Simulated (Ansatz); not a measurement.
# Rb: 5 runs along one coordinate

System: Rb (1 atom in the cell).
Method: DFT PBEsol, scalar-relativistic, plane waves, PAW, no spin polarisation (Ansatz 0.2.0).

The 5 runs differ only in the geometry, by a strain of the cell at fixed fractional positions. Against run 3, the strain is εxx = η and εyy = η. The structure derives from a Materials Project entry.

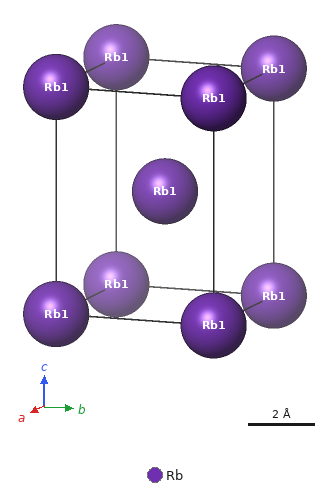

Figure 1. The structure of run 3 (spheres-only view of the cell 2 times as large as that of the calculation, set on its symmetry axes, seen slightly off an axis; atoms are numbered from 1 in the order of the input).

## Input of run 3
```yaml
crystal:
  lattice:
    - [0.0, 3.63988467, 3.5306881299]
    - [3.63988467, 0.0, 3.5306881299]
    - [3.63988467, 3.63988467, 0.0]
  atoms:
    - { symbol: Rb, position: [0.0, 0.0, 0.0] }
basis:
  ecutwfc: 420
kpoints:
  mp_grid: { grid: [12, 12, 12] }
hamiltonian:
  xc: pbesol
scf:
  occupations: { method: gaussian, width: 0.15 }
output:
  forces: true
  stress: true
  eigenvalues: true
```

Lattice vectors (Å) and fractional positions of run 3:
```
   0.000000    3.639885    3.530688
   3.639885    0.000000    3.530688
   3.639885    3.639885    0.000000
Rb  0.000000  0.000000  0.000000
```

Run 4 differs from it as follows:
```diff
-    - [0.0, 3.63988467, 3.5306881299]
-    - [3.63988467, 0.0, 3.5306881299]
-    - [3.63988467, 3.63988467, 0.0]
+    - [0.0, 3.69448294, 3.5306881299]
+    - [3.69448294, 0.0, 3.5306881299]
+    - [3.69448294, 3.69448294, 0.0]
```

## Results, with one run withheld

```tsv
run	strain parameter η (%)	free energy per atom, from the lowest run given (meV)	pressure (GPa)
1	−3.0000	0.00	−0.05
2	−1.5000	1.52	−0.13
3	0.0000	4.40	−0.20
4	1.5000	?	?
5	3.0000	13.73	−0.31
```

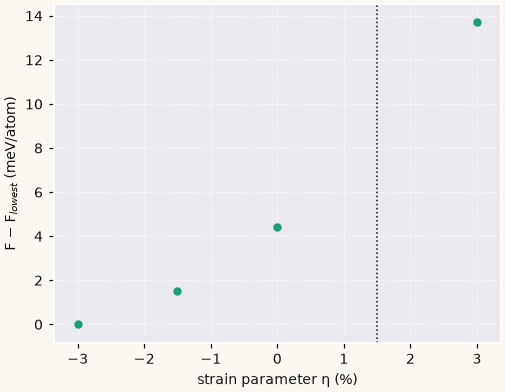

Figure 2. Free energy per atom of the runs given; the dotted line marks run 4.

What should run 4 give?

A quadratic polynomial in the coordinate, fitted to the 4 runs given, misses them by at most 0.04 meV per atom. With x = η + 0.3750, it reads F = 3.5518 + 2.0841 x + 0.27646 x² (meV per atom). At run 4 it gives 8.43 meV per atom, and the run itself gives 8.52. The fit has no minimum inside this range.

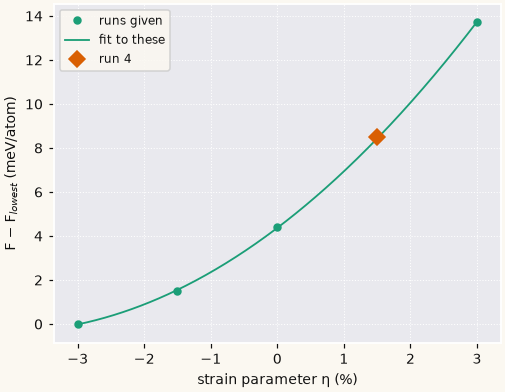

Figure 3. The fit and the withheld run.

## Output, shortened to warnings, some set-up lines, iterations and results (run 4)
```
Basis set: ecut = 420 eV, 1907 PW (Γ), exchange–correlation on 72×72×72 points (8 copies of the dense FFT grid, shifted against one another)
Symmetry: 16 space group operations
k-points: 163 of 1728
Initial density: superposition of atomic densities (neutral atoms: chi_scale 0, normalization atom), corrected by the library's trained network
[...]
SCF iter   1: F=—  HF=-3216.988982 eV  |F-HF|=—  |Δ(HF+E_count)|=         —  Δρ=5.96e-4  dr2=1.29e-4  ethr=1.77e-3  ⟨swp⟩=7.5  Hψ=12297  notcnv=0
SCF iter   2: F=—  HF=-3216.989780 eV  |F-HF|=—  |Δ(HF+E_count)|=   7.98e-4  Δρ=2.66e-4  dr2=4.08e-5  ethr=1.43e-6  ⟨swp⟩=3.2  Hψ=3892  notcnv=0
SCF iter   3: F=—  HF=-3216.989803 eV  |F-HF|=—  |Δ(HF+E_count)|=   2.35e-5  Δρ=6.53e-5  dr2=6.38e-6  ethr=4.53e-7  ⟨swp⟩=2.5  Hψ=2190  notcnv=0
SCF iter   4: F=—  HF=-3216.989807 eV  |F-HF|=—  |Δ(HF+E_count)|=   3.53e-6  Δρ=2.22e-5  dr2=1.27e-6  ethr=7.09e-8  ⟨swp⟩=1.5  Hψ=1528  notcnv=0
SCF iter   5: F=—  HF=-3216.989807 eV  |F-HF|=—  |Δ(HF+E_count)|=   3.40e-7  Δρ=1.18e-5  dr2=2.48e-7  ethr=1.41e-8  ⟨swp⟩=1.4  Hψ=1514  notcnv=0
SCF iter   6: F=-3216.989807 eV  HF=-3216.989807 eV  |F-HF|=9.71e-10  |Δ(HF+E_count)|=   5.23e-8  Δρ=2.83e-6  dr2=1.29e-8  ethr=1.11e-9  ⟨swp⟩=6.3  Hψ=7623  notcnv=0
SCF 1 converged in 6 iterations: F = -3216.989807 eV  dr2 = 1.29e-8
SCF converged after 6 iterations
Free energy (F): -3216.989807 eV
Harris-Foulkes:  -3216.989807 eV  (|F-HF|=9.71e-10)
Internal energy: -3216.979800 eV  (E = F + TS)
E sigma→0 (E₀):  -3216.984804 eV
Entropy (-TS):   -0.010007 eV (-10.007 meV/atom)
Fermi energy:    1.639365 eV
--- Per-component energies (eV) ---
  E_band       = -121.460354
  E_kinetic    = 190.671581
  E_local      = -722.194781  (includes V_loc(G=0)·N_el)
  E_nonlocal   = 175.075426
  E_hartree    = 203.598743
  E_xc         = -127.618662
  E_vxc        = -134.087622  (∫ρ·V_xc dr)
  E_paw        = -2569.265503  (= ΣΔE_a)
  E_vpaw       = -38.120882  (= ΣTr[D̂ρ^β])
  E_aug_tail   = -0.000001  (compensation charges beyond the density's cutoff)
  E_ewald      = -367.370273
  E_core_change = 0.123671  (= ΣΔE_core)
  E_smearing   = -0.010007  (= −TS)
  E_closure    = -0.000000  (closes the sum)
  Σ components = -3216.989807   (vs F -3216.989807, Δ=0.00e0)
--- Forces (eV/Å), atoms counted from 1 ---
  atom   1  Rb     0.00000000     0.00000000     0.00000000
  max |Σ_I F_I| component: 4.62e-33 eV/Å
--- Stress (GPa, compression-positive) ---
       -0.263373       0.000000       0.000000
        0.000000      -0.263373       0.000000
        0.000000       0.000000      -0.242216
  P = ⅓ Tr σ = -0.2563 GPa (-2.563 kbar)
```
